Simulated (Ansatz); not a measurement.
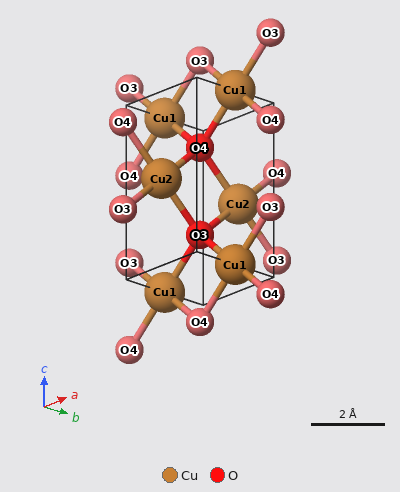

The structure (ball-and-stick view of the cell of the calculation, seen at an oblique angle; neighbours outside the cell are drawn fainter; atoms are numbered from 1 in the order of the input). An atom can appear more than once, as a periodic image.

## Band-structure calculation, with input and output: CuO

- system: CuO (Cccm, 4 atoms in the cell)
- method: DFT r2SCAN, scalar-relativistic, plane waves, PAW, spin-polarised (Ansatz 0.2.0)

The structure derives from a Materials Project entry. Figures and captions count atoms from 1; the log counts them from 0 in places.

## Output
```
scf.n_extra_bands = 10 over 25 filled bands (N_el = 50.0): the run solves 35 bands
Engine: ansatz 0.2.0, x86_64-unknown-linux-gnu
Pseudopotentials: kind: paw
Pseudopotential: Cu, paw, valence charge 19, recommended cutoff 500 eV (meta_gga), Cu.paw.azcp
Pseudopotential: O, paw, valence charge 6, recommended cutoff 500 eV (meta_gga), O.paw.azcp
Functional definition: r2SCAN
  parameter k0 = 0.174
  parameter k1 = 0.065
  parameter a1 = 4.9479
  exchange = r2scan_x(k0 = k0, k1 = k1, a1 = a1)
  correlation = r2scan_c
Crystal: 4 atoms, lattice volume = 43.016 Å³
Basis set: ecut = 500 eV, 1075 PW (Γ), exchange–correlation on 96×96×160 points (64 copies of the dense FFT grid, shifted against one another)
Bands: 35, of which v1, the nominal top of the filled ones, is band 25 counted from 1 (24 counted from 0)
Symmetry: 8 space group operations
Space group: Cccm (ITA 66), of the structure as read, at distance tolerance 3.5e-5 Å
Magnetic group: BNS 66.491 (UNI 589), of the structure as read, at distance tolerance 3.5e-5 Å
k-points: 285 of 1568
Non-local potential: Cu, projectors of the file, l = 0: 3, l = 1: 2, l = 2: 3, l = 3: 1
Non-local potential: O, projectors of the file, l = 0: 2, l = 1: 2, l = 2: 1
PAW form: soft (Blöchl's): semilocal exchange-correlation on the pseudo side does not see the compensation charge
PAW frozen core: Cu, regenerated for the run's functional (the file was generated under x = pbe(κ = 0.804, μ = 0.2195149727645171), c = pbe(β = 0.06672455060314922))
PAW frozen core: O, regenerated for the run's functional (the file was generated under x = pbe(κ = 0.804, μ = 0.2195149727645171), c = pbe(β = 0.06672455060314922))
PAW one-centre angular grid: Cu, 590 points (default); XC on 160 Gauss nodes
PAW one-centre angular grid: O, 302 points (default); XC on 160 Gauss nodes
Initial density: read from a saved state, or passed on in memory by an earlier SCF of this step, an earlier step, the calling program or the single point that the run made first
Stability of the state it starts from, as read at its close in the collinear treatment: not read, because the mixer in use, unlike msr1, does not test its closes by its own steps (another_mixer); its run was given moments
Starting moments: Σ|m| = 2.1 μB on 4 of 4 sites; this step starts from the density that it was given
Initial wavefunctions: pseudopotential atomic-orbital guess
Functional: x = r2scan, c = r2scan; τ floored in thin density (d = 2e-4 eV/Å³)
iter 1 solved again at ethr=4.23e-8 eV; its pass at ethr=3.10e-3 eV (dr2=2.11e-5 eV) is discarded
SCF iter   1: F=—  HF=-14397.411586 eV  |F-HF|=—  |Δ(HF+E_count)|=         —  Δρ=4.92e-7 (↑2.96e-7 ↓4.92e-7)  dr2=1.20e-10  dr2_τ=3.03e-12  dr2_m=3.56e-11  M=1.883 μB ∫|m|=2.056 μB  β_m=1.20  ethr=4.23e-8  ⟨swp⟩=3.1  Hψ=123830  notcnv=0
eigensolver tolerance schedule: the retry pair's looser diagonalisation over-reported the residual by 176466.57 of it (diagonalisation noise at an unbounded share of the residual, at the tolerance the schedule requests for it); recorded, not acted on — ethr = c·dr2/N_el stays at c = 1.0e-1
preconditioner: auto → Kerker (q_TF=auto, 2.798 Å⁻¹)  [metal: Δε(μ)=0.002 eV  Ē_g=16.564 eV  σ=0.100 eV  W_gap=0.01  n_scr=16 (ndim 8)  ℏωp=33.0 eV  f_vac=0.048  D(μ)=0.57/eV (n_scr^D=2)]
spin=Collinear: Kerker preconditioning applied to the charge; magnetization (m = ρ↑ − ρ↓) channel mixes plain (no charge-response kernel on spin).
SCF iter   2: F=-14397.411586 eV  HF=-14397.411586 eV  |F-HF|=3.64e-11  |Δ(HF+E_count)|=   2.18e-8  Δρ=5.40e-7 (↑2.61e-7 ↓5.40e-7)  dr2=2.96e-11  dr2_τ=3.76e-12  dr2_m=5.55e-11  M=1.883 μB ∫|m|=2.056 μB  ethr=1.00e-12  ⟨swp⟩=8.8  Hψ=118303  notcnv=0
SCF 1 converged in 2 iterations: F = -14397.411586 eV  dr2 = 2.96e-11
  greatest PAW one-centre occupation: 1.000 electrons in one spin orbital (limit 2), on the Cu atom at site 1 (counted from 0), in its partial waves of l = 0
this state was not tested for a lower state beside it, because the mixer in use, unlike msr1, does not test its closes by its own steps (another_mixer; see scf.mixing.algorithm and scf.lower_state_search)
NSCF: frozen V_eff on 158 k-points
NSCF: frozen V_eff on 847 k-points
SCF converged after 2 iterations
Magnetization: 1.8833 μB (25.9416 up, 24.0584 down)
Absolute magnetization: 2.0386 μB (∫|ρ↑−ρ↓|, with the PAW one-centre terms)
Spin contamination: 0.0088 ħ² per cell (⟨S²⟩ above its minimum at these occupations)
Per-site moments (μB) at R_I (Å): [(0.6253957072442816, 0.7986415297475529), (0.6253957072442816, 0.7986415297475529), (0.3247197139752429, 0.7986415297475529), (0.324719713975243, 0.7986415297475529)]
Free energy (F): -14397.411586 eV
Harris-Foulkes:  -14397.411586 eV  (|F-HF|=3.64e-11)
Internal energy: -14397.408749 eV  (E = F + TS)
E sigma→0 (E₀):  -14397.410167 eV
Entropy (-TS):   -0.002837 eV (-0.709 meV/atom)
Fermi energy:    11.125612 eV
--- Per-component energies (eV) ---
  E_band       = -978.550180
  E_kinetic    = 943.442715
  E_local      = -10044.474077  (includes V_loc(G=0)·N_el)
  E_nonlocal   = 879.707730
  E_hartree    = 4351.952074
  E_xc         = -311.967486
  E_vxc        = -455.937235  (∫ρ·V_xc dr)
  E_paw        = -3666.244413  (= ΣΔE_a)
  E_vpaw       = -1035.618391  (= ΣTr[D̂ρ^β])
  E_aug_tail   = 0.002399  (compensation charges beyond the density's cutoff)
  E_vtau       = 30.422260  (kinetic-family band-sum trace: ∫τ·v_τ [+ j·A + Jᵃ·Aᵃ] dr)
  E_ewald      = -6549.161593
  E_core_change = -0.666098  (= ΣΔE_core)
  E_smearing   = -0.002837  (= −TS)
  E_closure    = 0.000000  (closes the sum)
  Σ components = -14397.411586   (vs F -14397.411586, Δ=0.00e0)
--- Forces (eV/Å), atoms counted from 1 ---
  atom   1  Cu     0.00000000     0.00000000     0.00000000
  atom   2  Cu     0.00000000     0.00000000     0.00000000
  atom   3  O      0.00000000     0.00000000     0.00000000
  atom   4  O      0.00000000     0.00000000     0.00000000
  max |Σ_I F_I| component: 1.26e-29 eV/Å
--- Stress (GPa, compression-positive) ---
       -0.002197       0.000000       0.000000
        0.000000      -0.032801       0.000000
        0.000000       0.000000       0.004988
  P = ⅓ Tr σ = -0.0100 GPa (-0.100 kbar)
--- Band table (eV; the first three rows and the last of 570) ---
  k-point 0 ↑: bands = ["-106.4429", "-106.4426", "-62.5469", "-62.5469", "-62.5203", "-62.5145", "-61.6425", "-61.6425", "-10.0639", "-8.7884", "2.4615", "4.6884", "4.6947", "6.7519", "7.0774", "7.3696", "7.3912", "7.3927", "7.8357", "7.8380", "7.9784", "8.0584", "8.1563", "8.5233", "11.0354", "11.0434", "12.7542", "17.7630", "18.8217", "25.2348", "26.5410", "26.5441", "26.8925", "27.4662", "28.1604"]
  k-point 1 ↑: bands = ["-106.4429", "-106.4426", "-62.5469", "-62.5469", "-62.5201", "-62.5147", "-61.6425", "-61.6425", "-10.0228", "-8.8470", "2.6139", "4.6942", "4.7000", "6.7266", "7.0791", "7.1565", "7.1984", "7.1993", "7.9813", "8.0553", "8.0844", "8.0873", "8.1421", "8.4924", "10.9606", "10.9684", "12.9714", "17.1949", "19.5146", "25.2832", "26.5711", "26.6293", "26.6310", "27.3846", "28.1373"]
  k-point 2 ↑: bands = ["-106.4429", "-106.4427", "-62.5469", "-62.5469", "-62.5195", "-62.5154", "-61.6425", "-61.6425", "-9.9036", "-9.0081", "3.0519", "4.7087", "4.7132", "6.3118", "6.9498", "6.9501", "6.9507", "7.0801", "7.9900", "8.0466", "8.1332", "8.4102", "8.4902", "8.4937", "10.7581", "10.7650", "13.5069", "16.3931", "20.6727", "25.4309", "25.7801", "26.8634", "26.8658", "27.0267", "28.0619"]
  k-point 284 ↓: bands = ["-105.2744", "-105.2744", "-61.2114", "-61.2114", "-61.0935", "-61.0935", "-61.0562", "-61.0562", "-7.9597", "-7.9597", "5.2850", "5.2850", "5.3559", "5.3559", "6.0012", "6.0012", "8.0021", "8.0021", "8.3327", "8.3327", "9.1958", "9.1958", "9.8107", "9.8107", "11.8343", "11.8343", "15.3636", "15.3636", "22.8897", "22.8897", "23.3336", "23.3336", "27.8467", "27.8467", "27.9601"]
--- Löwdin populations: 4 sites ---
  site symbol       q [e]    m [muB]
     0     Cu     17.9042     0.5295
     1     Cu     17.9042     0.5295
     2      O      6.9761     0.4080
     3      O      6.9761     0.4080
  spilling = 0.004789 (of n_electrons = 50.000000)
--- Bader charges: 4 sites ---
  site symbol  charge [e]  shift [e]    m [muB]
     0     Cu      1.1015     0.0068     0.6022
     1     Cu      1.1015     0.0068     0.6022
     2      O     -1.1015     0.0068     0.3394
     3      O     -1.1015     0.0068     0.3394
  estimated error of the sums over rays = 2.6e-4 e
```

## File bader_charges.tsv
```
# site	symbol	x_ang	y_ang	z_ang	partial_charge_e	electrons	volume_ang3	relative_density_drop	shared_charge_e	partial_wave_shift_e	spin_moment_mub
# quadrature_error_electrons = 2.6e-4
0	Cu	1.0190	1.0224	0.0000	1.10150	27.89850	10.52	-	1.10150	0.00683	0.60223
1	Cu	1.0190	-1.0224	2.5806	1.10150	27.89850	10.52	-	1.10150	0.00683	0.60223
2	O	2.0381	0.0000	1.2903	-1.10150	9.10150	10.99	-	-1.10150	0.00683	0.33942
3	O	2.0381	0.0000	3.8708	-1.10151	9.10151	10.99	-	-1.10151	0.00683	0.33942
```

## File populations.tsv
```
# site	symbol	l	j	q_up	q_dn
# orbitals = lowdin
# n_electrons = 50.000000
# spilling = 0.004789
0	Cu	0_3S	-	0.998586	0.998551
0	Cu	0_4S	-	0.278337	0.303944
0	Cu	1_3P	-	2.999226	2.999107
0	Cu	2_3D	-	4.940706	4.385745
1	Cu	0_3S	-	0.998586	0.998551
1	Cu	0_4S	-	0.278337	0.303944
1	Cu	1_3P	-	2.999226	2.999107
1	Cu	2_3D	-	4.940706	4.385745
2	O	0_2S	-	0.933404	0.899678
2	O	1_2P	-	2.758639	2.384364
3	O	0_2S	-	0.933404	0.899678
3	O	1_2P	-	2.758639	2.384364
```

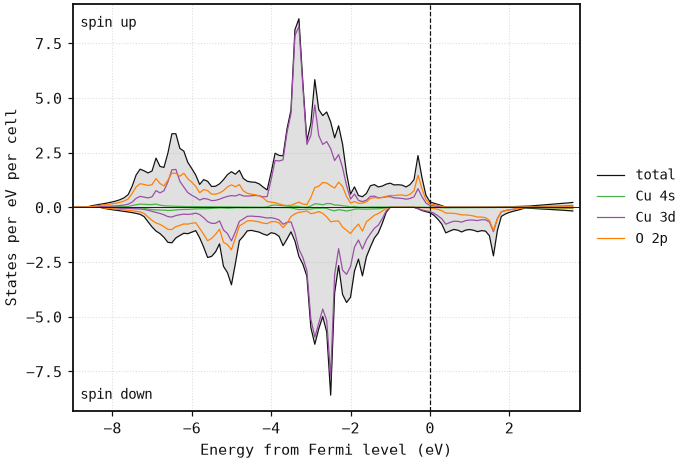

Density of states (projected on Löwdin-orthogonalised atomic shells), with energies from the Fermi level. There are states at the Fermi level: a metal at this level of theory.

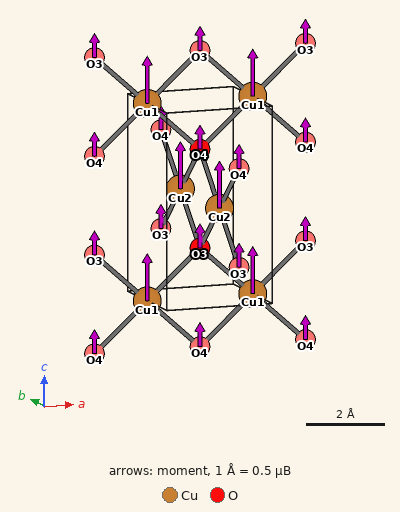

Magnetic moments of the sites as pink arrows (ball-and-stick view of the cell of the calculation, seen slightly off an axis; neighbours outside the cell are drawn fainter; atoms are numbered from 1 in the order of the input); small moments hardly show. The run is collinear, so the axis drawn is arbitrary. Site moments: Cu1, Cu2 (0.63 μB); O3, O4 (0.32 μB). They are counted near the atoms and needn't add up to the moment of the cell.

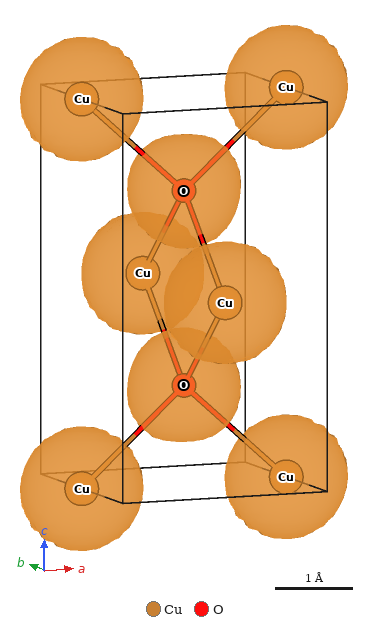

Isosurface of the valence charge density (pseudo) at 1 e/Å³ (orange), seen slightly off an axis. Sticks mark near contacts. The outline is the cell set on symmetry axes. At this value the density breaks into separate islands; it holds about 80 % of the electrons treated as valence (semicore included). It is pinched off along the Cu–O (1.94 Å) contacts. On the grid the lowest density along these lines, outside the cores, is 0.66 e/Å³ (Cu–O, 1.94 Å). Core electrons are frozen (PAW), so the fields are smoothed inside the atomic spheres.

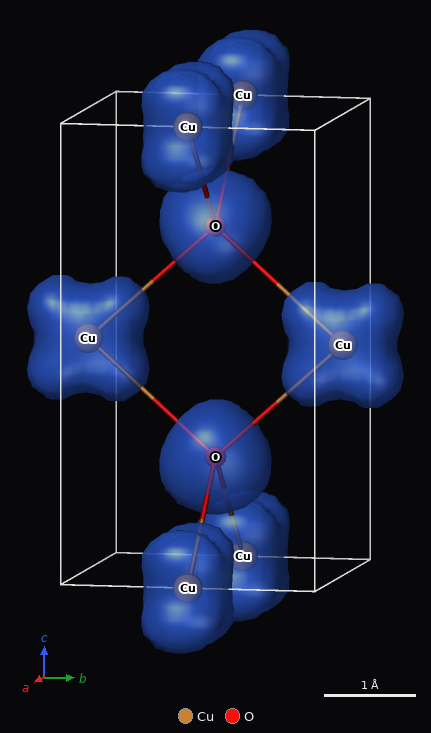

Isosurface of the magnetisation density (up minus down) at +0.1 e/Å³ (blue), seen slightly off an axis. Sticks mark near contacts. The outline is the cell set on symmetry axes. The cell of the calculation (4 atoms) carries 1.9 μB net.

The run was set up as follows.

## Input file
```yaml
crystal:
  lattice:
    - [2.038059217, -2.0447428057, 0.0]
    - [2.038059217, 2.0447428057, 0.0]
    - [0.0, 0.0, 5.1611180303]
  atoms:
    - { symbol: Cu, position: [0.0, 0.5, 0.0], spin: 0.69 }
    - { symbol: Cu, position: [0.5, 0.0, 0.5], spin: 0.69 }
    - { symbol: O, position: [0.5, 0.5, 0.25], spin: 0.36 }
    - { symbol: O, position: [0.5, 0.5, 0.75], spin: 0.36 }
basis:
  ecutwfc: 500
kpoints:
  mp_grid: { grid: [14, 14, 8] }
  band_path:
    path:
      - [[0.0, 0.0, 0.0], [-0.5, 0.5, 0.0], [-0.49836834, 0.50163166, 0.0]]
      - [[0.49836834, 0.49836834, 0.0], [0.0, 0.0, 0.0], [0.0, 0.0, 0.5], [0.49836834, 0.49836834, 0.5]]
      - [[-0.49836834, 0.50163166, 0.5], [-0.5, 0.5, 0.5], [-0.5, 0.5, 0.0]]
      - [[0.0, 0.0, 0.0], [0.0, 0.5, 0.0], [0.0, 0.5, 0.5], [0.0, 0.0, 0.5], [-0.5, 0.5, 0.5]]
    npoints: 14
hamiltonian:
  xc: r2scan
scf:
  occupations: { method: gaussian, width: 0.1 }
  n_extra_bands: 10
output:
  forces: true
  stress: true
  eigenvalues: true
  populations: true
  dos: { projected: true, de: 0.02, nscf_kmesh: { grid: [21, 21, 12] } }
  bader: true
  write_density: true
  write_potential: true
  elf: true
  volumetric_format: npy
magnetization:
  spin_polarized: true
checkpoint:
  read: start.run
  write: ck
  compress: false
  write_wavefunctions: false
  write_every: 100000
```

Launch command:
```bash
ansatz run input.yaml --threads 1 --pin off --max-ram 2560MiB --backend cpu --events-out ev --progress --plain --runs-dir out
```

## Key numbers

| quantity | value |
| --- | --- |
| outcome | converged |
| space group (tolerance 0.01 Å) | Cccm (66) |
| electrons treated | 50 |
| free energy | −14397.4116 eV |
| Fermi energy | 11.126 eV |
| gap on the k-point mesh | none (metallic) |
| net moment of the cell | 1.88 μB |
| integrated absolute moment | 2.04 μB |
| pressure | −0.01 GPa |
| largest force (length of the vector) | under 0.001 eV/Å |
| hardware | 1 thread of Intel Xeon @ 2.50GHz (Skylake/Cascade Lake), 189 GiB of memory available, shared host |
| wall time | 9 min |
| peak memory | 1.5 GiB |

## Remarks

The electronic state found may not be the lowest one. The program warns: the state was not tested for a lower one.
